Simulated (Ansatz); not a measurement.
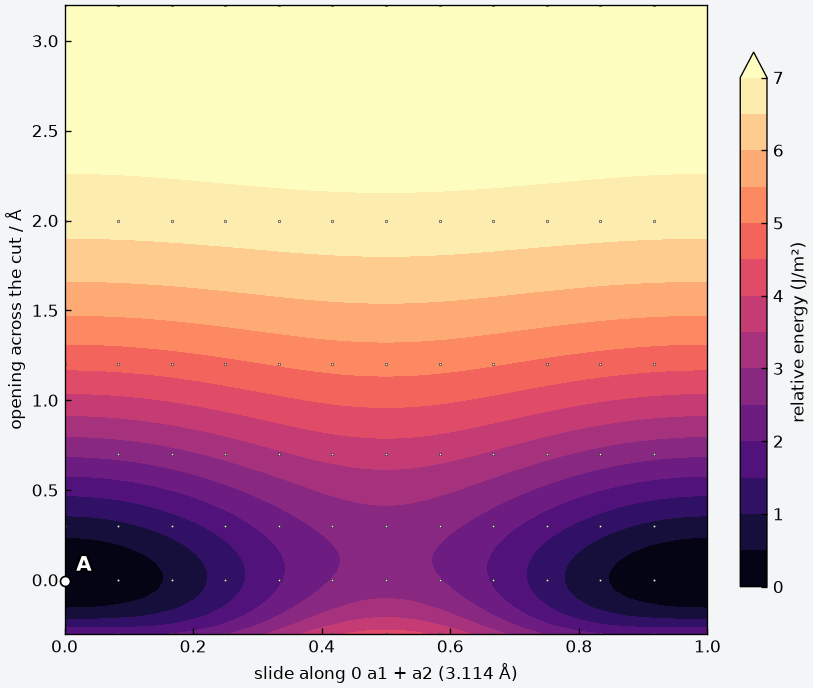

AlN (P6_3mc, No. 186; 8 atoms in the cell). Rigid slide and opening across a plane, one cut a cell; the plane is (0 0 1) of the conventional cell, and the faces at the cut hold Al and N. Coordinates scanned: (1) slide along 0 a1 + a2 (3.114 Å); (2) opening across the cut. Nothing is relaxed (rigid halves). Grid: 12 × 7 points; 49 points were computed and 35 follow by symmetry. Points are written as (first, second). Energies: J/m², counted from the lowest grid point. The band gap closes in part of the range. Level of theory: DFT PBEsol, scalar-relativistic, plane waves, PAW in Ansatz 0.2.0. Settings: cutoff 520 eV, k-mesh 8×8×3 in the order of the run's cell vectors, gaussian smearing 0.05 eV, no spin polarisation.

In the figure: filled contours, dots at the grid points, one colour for all values above the top of the scale, the point A. Between grid points the surface is interpolated.

Find the lowest pass out of the well at A.

Answer. The easiest path leads from the well at (0.000, 0.0 Å) to its copy one period on. Its highest point lies about 2.6 J/m² above the bottom of the first well on the interpolated surface, at about (0.50, 0.1 Å). The start is the relaxed structure and all else is held, so a fully relaxed path at this level can only be lower.

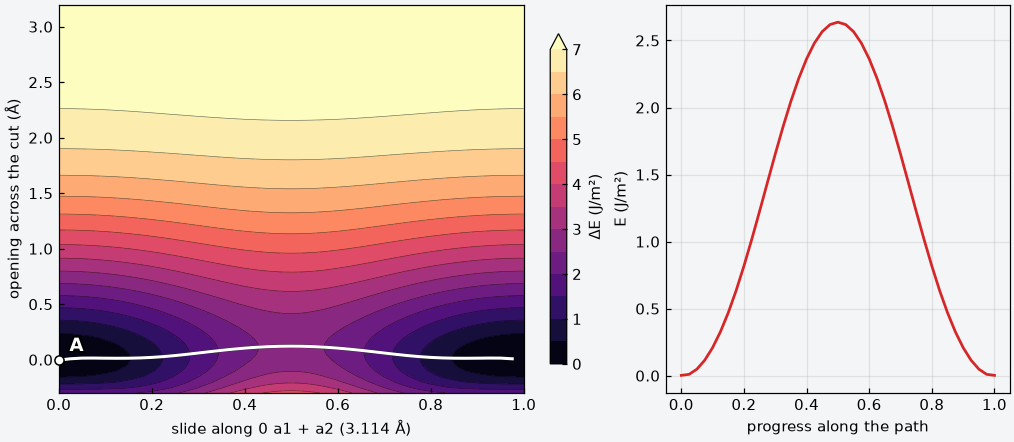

The picture shows filled contours, a line along the lowest path, one colour for all values above the top of the scale, the energy along the path at the right. Between grid points the surface is interpolated.

PAW datasets: the set soft_1.
